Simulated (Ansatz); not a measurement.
System: Pb.

The calculation's input:

```
crystal:
  lattice:
    - [0.0, 2.47502, 2.47502]
    - [2.47502, 0.0, 2.47502]
    - [2.47502, 2.47502, 0.0]
  atoms:
    - { symbol: Pb, position: [0.0, 0.0, 0.0] }
hamiltonian:
  xc: rpbe
  pseudopotentials: { kind: paw }
kpoints:
  mp_grid: { grid: [9, 9, 9] }
scf:
  occupations: { method: fermi_dirac, width: 0.05 }
output:
  forces: true
  stress: true
  eigenvalues: true
  write_density: true
  write_potential: true
  elf: true
  volumetric_format: npy
relax:
  f_tol: 0.01
  max_steps: 40
  cell: { stress_tol: 0.05 }
```

Launched as:

```sh
ansatz run input.yaml --threads 2 --pin off --max-ram 5632MiB --backend cpu --events-out ev --progress --plain --runs-dir out
```

Below, planes, directions and counts refer to the conventional cell (a = 5.10 Å, b = 5.10 Å, c = 5.10 Å, α = 90.00°, β = 90.00°, γ = 90.00°).

The fields are those of the run's last geometry, not of the input's.

Space group Fm-3m.

All numbers below come from Kohn-Sham DFT of a periodic cell, RPBE, Ansatz PAW in Ansatz.

Q: Predict the valence pseudo-density and electron localisation function between the atoms.

A: Pb–Pb (3.60 Å): ρ at the midpoint is about 0.1 e/Å³; the ELF is about 0.20 at the midpoint; no shared electron pair shows on this line.

Q: Metal or insulator at this level of theory?

A: It is metallic or semimetallic at this level of theory: no gap opens.

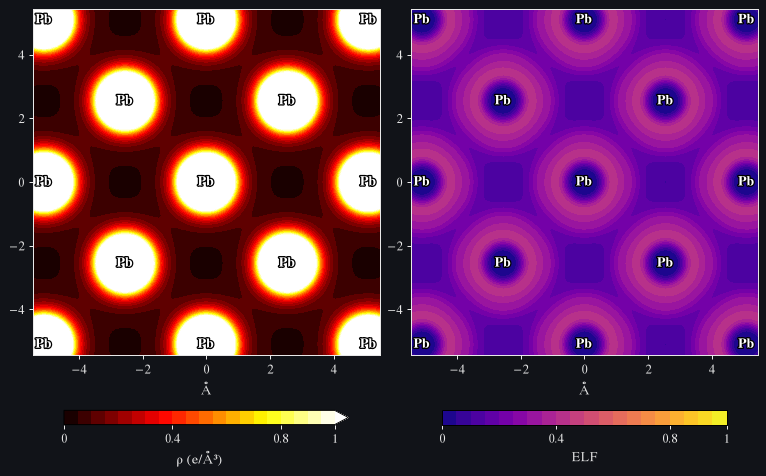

Computed valence pseudo-density and electron localisation function on the (100) plane of the conventional cell, in this order. 
